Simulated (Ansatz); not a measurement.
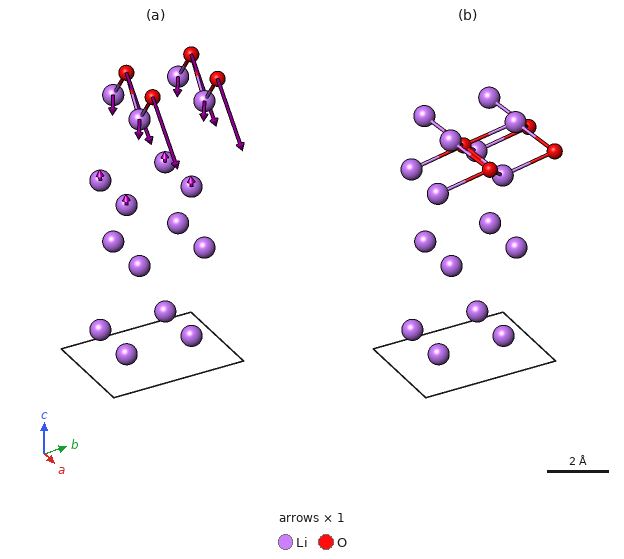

The structure of a slab of composition Li$_{4}$O (cut from the P6_3/mmc phase) before (left) and after (right) a constrained relaxation, at one scale. The purple arrows give the displacements, at their true length.

A ball-and-stick model of the 2 × 2 repeat of the cell, outlined in the plane, without the vacuum, seen slightly off an axis.

Case: O put at a bridge Li-Li site. The slab is the (0 0 1) face of Li with O on it. 2 atoms are held fixed.

Method: DFT r2SCAN, scalar-relativistic, plane waves, PAW in Ansatz 0.2.0.

Input file:
```yaml
crystal:
  lattice:
    - [3.0926129057, 0.0, 0.0]
    - [-1.5463064529, 2.6782813404, 0.0]
    - [0.0, 0.0, 26.5962151022]
  atoms:
    - { symbol: Li, position: [0.6666666667, 0.3333333333, 0.3195943471] }
    - { symbol: Li, position: [0.3333333333, 0.6666666667, 0.4147985591] }
    - { symbol: Li, position: [0.6666666667, 0.3333333333, 0.5115896753] }
    - { symbol: Li, position: [0.3333333333, 0.6666666667, 0.6033286845] }
    - { symbol: O, position: [-0.1666666667, -0.3333333333, 0.6476958998] }
basis:
  ecutwfc: 500
kpoints:
  mp_grid: { grid: [9, 9, 1] }
hamiltonian:
  xc: r2scan
scf:
  occupations: { method: gaussian, width: 0.1 }
output:
  forces: true
  eigenvalues: true
relax:
  adjacent_minimum: "off"
  f_tol: 0.03
  max_steps: 70
  constraints: [{ sites: [0, 1] }]
efield:
  axis: 3
  dipole_correction: true
```

**Describe what moved and what it gained.**

After 22 accepted moves (23 points after the start) the energy has fallen by 5.796 eV per cell of the calculation. The largest force component goes from 2.2 to 0.0088 eV/Å. 1 step only repeated the SCF at the same geometry. The largest move is that of O5, 2.69 Å at 19° to the normal (−c side). Largest moves by element: O 2.69 Å, Li 0.72 Å. The cell doesn't change. Some distances before and after: Li3–O5 4.322 → 1.913 Å, Li3–O5 (another image) 3.728 → 1.911 Å, Li4–O5 2.927 → 1.902 Å, Li3–Li4 3.023 → 2.231 Å. New bonds form: Li3–O5 (3.73 → 1.91 Å), Li3–O5 (4.32 → 1.91 Å), Li4–O5 (2.93 → 1.90 Å). Bond angles that change, for instance: O5–Li4–O5 105.3° → 108.8°, Li4–O5–Li4 105.3° → 108.8°. The run took about 7 core-minutes on a shared host.

Limits of the set-up: the periodic images lie only 3.1 Å apart, so the values are limited by the cell's size.
